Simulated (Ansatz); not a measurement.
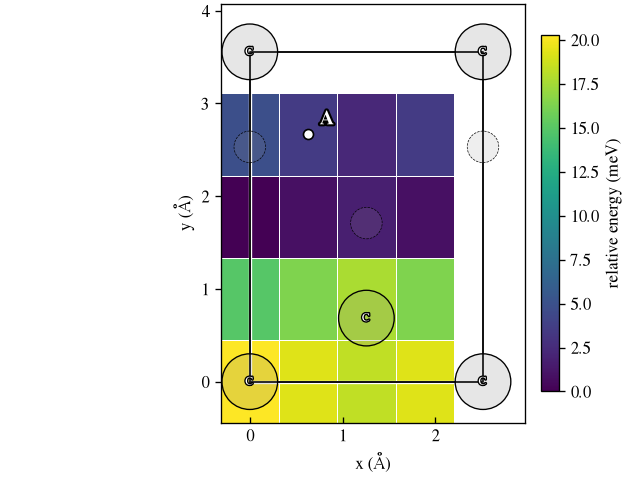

CO on a C(110) slab cut from the Fd-3m phase, its upper half relaxed before the scan (40 atoms of substrate and one adsorbate in a 2 × 2 cell). CO (O end down) is moved over the surface cell at a fixed height above a rigid substrate; the origin of the map has the adsorbate above C33; the height is held at 3.20 Å. Places are given modulo a cell vector. The map is drawn in real space over the plane of the surface. Grid: 4 × 4 points; 12 points were computed and 4 follow by symmetry. Places are given in fractions of the 1 × 1 surface cell. All energies are given in meV relative to the lowest grid point. At a fixed height the lowest place need not be the adsorption site. Method: DFT PBE+D3(BJ), scalar-relativistic, plane waves, PAW in Ansatz. Settings: cutoff 420 eV, k-mesh 5×4×1, gaussian smearing 0.05 eV, no spin polarisation.

Drawn: one coloured cell a grid point, labelled circles for the atoms of the top layer and small ones for the second layer, the outline of one cell of the plane, the point A.

Which way does the force act at A, and how strong is it?

Answer. A, at (1/4, 3/4) of the cell vectors, is not a stationary point. The computed force is 0.016 eV/Å in the plane, pointing down in the picture (components 0.003 and −0.016 eV/Å).

PAW datasets: the set soft_1.
